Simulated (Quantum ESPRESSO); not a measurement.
## Wannier calculation of Ni (part 2 of 2)

Continued. System: Ni (1 atom in the cell). Method: Kohn-Sham DFT of a periodic cell, PBE, JTH 2.0 PBE, spin-polarised (Quantum ESPRESSO 7.5); cutoff 680.28 eV, 10×10×10 k-mesh, fermi-dirac of 0.05 eV, collinear spins. The structure derives from a Materials Project entry.

Geometry of the input (Å; fractional positions):
```
0.0030  1.7987  1.7572
1.6910  0.0494  1.7108
1.7340  1.7954  0.0063
Ni 0.0099  -0.0076  0.0096
```

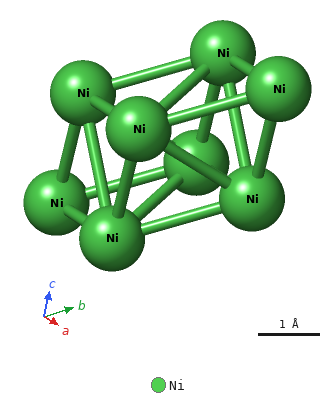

*The structure (ball-and-stick view of the reduced cell, seen slightly off an axis).*

**The program's output, continued**
```
     total energy              =    -429.12630284 Ry
     estimated scf accuracy    <          8.5E-09 Ry

     total magnetization       =     0.71 Bohr mag/cell
     absolute magnetization    =     0.79 Bohr mag/cell

     iteration # 10     ecut=    50.00 Ry     beta= 0.30
     Davidson diagonalization with overlap
     ethr =  4.72E-11,  avg # of iterations =  1.1

     total energy              =    -429.12630284 Ry
     estimated scf accuracy    <          1.3E-09 Ry

     total magnetization       =     0.71 Bohr mag/cell
     absolute magnetization    =     0.79 Bohr mag/cell

     iteration # 11     ecut=    50.00 Ry     beta= 0.30
     Davidson diagonalization with overlap
     ethr =  7.23E-12,  avg # of iterations =  2.0

     Magnetic moment per site  (integrated on atomic sphere of radius R)
     atom   1 (R=0.395)  charge= 16.5474  magn=  0.7432

     End of self-consistent calculation

     Number of k-points >= 100: set verbosity='high' to print the bands.

     the Fermi energy is    20.6217 ev

!    total energy              =    -429.12630284 Ry
     total all-electron energy =      -429.126303 Ry
     estimated scf accuracy    <          7.4E-11 Ry
     smearing contrib. (-TS)   =      -0.00093157 Ry
     internal energy E=F+TS    =    -429.12537127 Ry

     The total energy is F=E-TS. E is the sum of the following terms:
     one-electron contribution =    -182.87409723 Ry
     hartree contribution      =      78.54301440 Ry
     xc contribution           =     -30.63980542 Ry
     ewald contribution        =    -226.15214085 Ry
     one-center paw contrib.   =     -68.00234217 Ry

     total magnetization       =     0.71 Bohr mag/cell
     absolute magnetization    =     0.79 Bohr mag/cell

     convergence has been achieved in  11 iterations

     Forces acting on atoms (cartesian axes, Ry/au):

     atom    1 type  1   force =     0.00000000    0.00000000    0.00000000

     Total force =     0.000000     Total SCF correction =     0.000032

     Computing stress (Cartesian axis) and pressure

          total   stress  (Ry/bohr**3)                   (kbar)     P=       60.07
   0.00052864  -0.00026798   0.00027279           77.77      -39.42       40.13
  -0.00026798   0.00023617  -0.00028352          -39.42       34.74      -41.71
   0.00027279  -0.00028352   0.00046029           40.13      -41.71       67.71

=------------------------------------------------------------------------------=
   JOB DONE.
=------------------------------------------------------------------------------=
```

**File nscf.out**
```
This program is part of the open-source Quantum ESPRESSO suite
     for quantum simulation of materials; please cite
         "P. Giannozzi et al., J. Phys.:Condens. Matter 21 395502 (2009);
         "P. Giannozzi et al., J. Phys.:Condens. Matter 29 465901 (2017);
         "P. Giannozzi et al., J. Chem. Phys. 152 154105 (2020);
          URL
     in publications or presentations arising from this work. More details at

     file Ni.GGA_PBE-JTH.UPF: wavefunction(s)  3P 0P 3D 0D renormalized

     Atomic positions and unit cell read from directory:
     ./tmp/pwscf.save/

     G-vector sticks info
     --------------------
     sticks:   dense  smooth     PW     G-vecs:    dense   smooth      PW
     Sum         445     299    117                 6223     3397     819

     Using Slab Decomposition

     bravais-lattice index     =            0
     lattice parameter (alat)  =       4.7518  a.u.
     unit-cell volume          =      70.8037 (a.u.)^3
     number of atoms/cell      =            1
     number of atomic types    =            1
     number of electrons       =        18.00
     number of Kohn-Sham states=           21
     kinetic-energy cutoff     =      50.0000  Ry
     charge density cutoff     =     300.0000  Ry
     Exchange-correlation= SLA PW PBX PBC
                           (   1   4   3   4   0   0   0)

     celldm(1)=   4.751844  celldm(2)=   0.000000  celldm(3)=   0.000000
     celldm(4)=   0.000000  celldm(5)=   0.000000  celldm(6)=   0.000000

     crystal axes: (cart. coord. in units of alat)
               a(1) = (   0.001180   0.715325   0.698791 )
               a(2) = (   0.672481   0.019627   0.680343 )
               a(3) = (   0.689597   0.713993   0.002512 )

     reciprocal axes: (cart. coord. in units 2 pi/alat)
               b(1) = ( -0.736052  0.708415  0.707109 )
               b(2) = (  0.753364 -0.730249  0.746255 )
               b(3) = (  0.716716  0.710912 -0.728943 )

     PseudoPot. # 1 for Ni read from file:
     Ni.GGA_PBE-JTH.UPF
     Pseudo is Projector augmented-wave + core cor, Zval = 18.0
     Generated using ATOMPAW code
     Shape of augmentation charge: SINC**2
     Using radial grid of 1044 points,  6 beta functions with:
                l(1) =   0
                l(2) =   0
                l(3) =   1
                l(4) =   1
                l(5) =   2
                l(6) =   2
     Q(r) pseudized with 0 coefficients

     atomic species   valence    mass     pseudopotential
     Ni               18.00    58.69340     Ni( 1.00)

     Starting magnetic structure
     atomic species   magnetization
     Ni              0.056

     No symmetry found

   Cartesian axes

     site n.     atom                  positions (alat units)
         1        Ni     tau(   1) = (   0.0015437   0.0138056   0.0018204  )

     number of k points=   512  Fermi-Dirac smearing, width (Ry)=  0.0037

     Number of k-points >= 100: set verbosity='high' to print them.

     Dense  grid:     6223 G-vectors     FFT dimensions: (  27,  25,  25)

     Smooth grid:     3397 G-vectors     FFT dimensions: (  24,  24,  24)

     Generating pointlists ...
     new r_m :   0.3947 (alat units)  1.8755 (a.u.) for type    1

     The potential is recalculated from file :
     ./tmp/pwscf.save/charge-density

     Starting wfcs are   18 randomized atomic wfcs +    3 random wfcs

     Band Structure Calculation
     Davidson diagonalization with overlap

     ethr =  5.56E-12,  avg # of iterations = 20.5

     End of band structure calculation

     Number of k-points >= 100: set verbosity='high' to print the bands.

     the Fermi energy is    20.6227 ev
     (compare with:    20.6217 eV, computed in scf)

=------------------------------------------------------------------------------=
   JOB DONE.
=------------------------------------------------------------------------------=
```

**File w_up-pp.out**
```
y           z                         |
 |            ---        --------------------------------                     |
 |             1         0.229266    0.215226    0.226265                     |
 |             2        -0.229898    0.221266    0.220858                     |
 |             3         0.223858    0.222046   -0.227677                     |
 |             4         0.235305   -0.228085    0.233085                     |
 |             5        -0.006039    0.443311   -0.006819                     |
 |             6         0.005407   -0.006820    0.453943                     |
 +----------------------------------------------------------------------------+

 Time to get kmesh              0.122 (sec)
 *============================================================================*
 |                              MEMORY ESTIMATE                               |
 *============================================================================*
 |                        Disentanglement           38.20 Mb                  |
 |                            Wannierise:           21.38 Mb                  |
 |                          plot_wannier:           21.38 Mb                  |
 *----------------------------------------------------------------------------*

 Starting a new Wannier90 calculation ...

 Time to write kmesh            0.153 (sec)

 Exiting... w_up.nnkp written.
```

**File w_dn-pp.out**
```
y           z                         |
 |            ---        --------------------------------                     |
 |             1         0.229266    0.215226    0.226265                     |
 |             2        -0.229898    0.221266    0.220858                     |
 |             3         0.223858    0.222046   -0.227677                     |
 |             4         0.235305   -0.228085    0.233085                     |
 |             5        -0.006039    0.443311   -0.006819                     |
 |             6         0.005407   -0.006820    0.453943                     |
 +----------------------------------------------------------------------------+

 Time to get kmesh              0.121 (sec)
 *============================================================================*
 |                              MEMORY ESTIMATE                               |
 *============================================================================*
 |                        Disentanglement           38.20 Mb                  |
 |                            Wannierise:           21.38 Mb                  |
 |                          plot_wannier:           21.38 Mb                  |
 *----------------------------------------------------------------------------*

 Starting a new Wannier90 calculation ...

 Time to write kmesh            0.152 (sec)

 Exiting... w_dn.nnkp written.
```

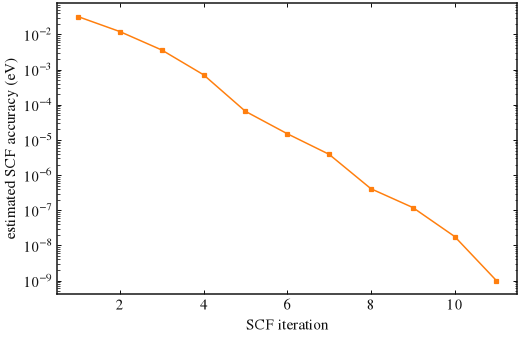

*Convergence of the self-consistent field: estimated SCF accuracy against the iteration.*

The field takes 11 iterations in all.

**Key numbers**

- outcome: converged
- space group (tolerance 0.01 Å): P-1 (2)
- electrons treated: 18
- free energy: −5838.5608 eV
- Fermi energy: 20.622 eV
- gap on the k-point mesh: none (metallic)
- net moment of the cell: 0.71 μB
- integrated absolute moment: 0.79 μB
- pressure: 6.01 GPa
- largest force (length of the vector): under 0.001 eV/Å
- wall time: 6.2 min
- peak memory: 0.19 GiB

**Remarks**

Points of doubt noted for this run: coarse mesh.
